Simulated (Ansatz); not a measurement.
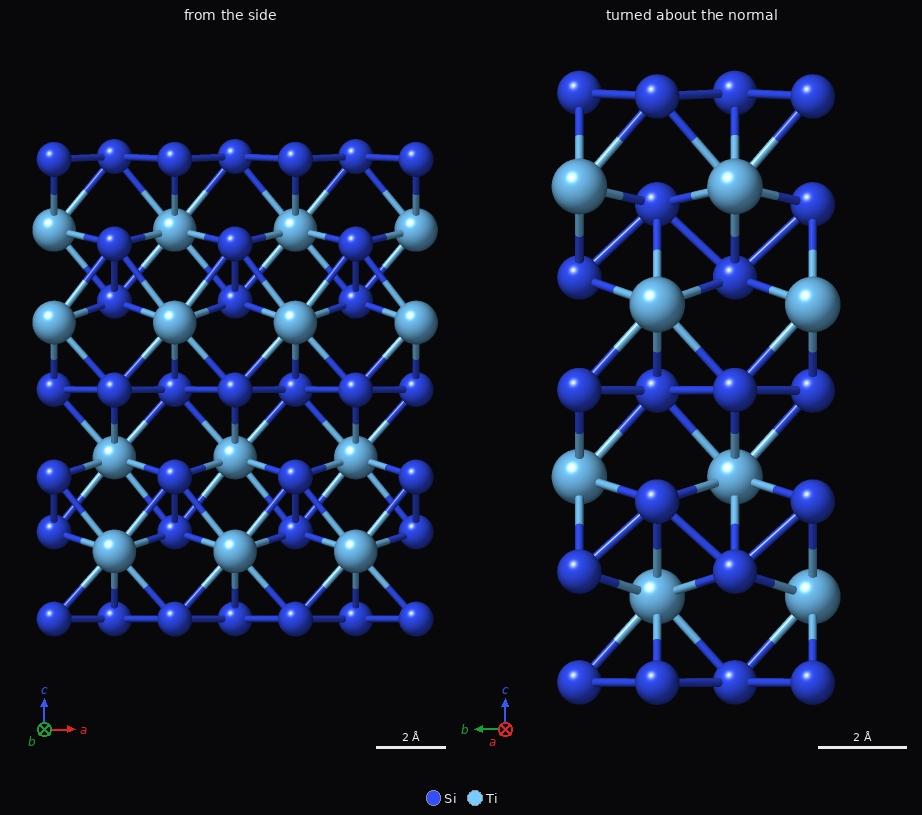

A ball-and-stick picture of a periodic slab, seen from the side and turned about the normal. The surface normal points up in side views; the vacuum is left out. 3×2 cells are drawn in the plane, with atoms at the edges repeated.

The cell holds 4 Ti, 10 Si. The slab was cut from bulk TiSi2 (Cmcm).

Question: Which species face the vacuum on either side?

Answer: The top face ends in Si, the bottom face in Si. The two faces are alike.

Question: What height do the atoms span?

Answer: About 13 Å from the lowest to the highest atom.

Question: Along which plane was the crystal cut?

Answer: (0 1 0).

Origin of the cell: a structure listed in the Materials Project, from which a slab was cut. The atoms were relaxed in a fixed cell with Ansatz, DFT PBEsol, scalar-relativistic, plane waves, PAW, but for six held in place.

At this level of theory the run's own cell isn't at rest (forces up to 0.9 eV/Å), so its distances can differ from those at equilibrium, the more so the softer the solid.
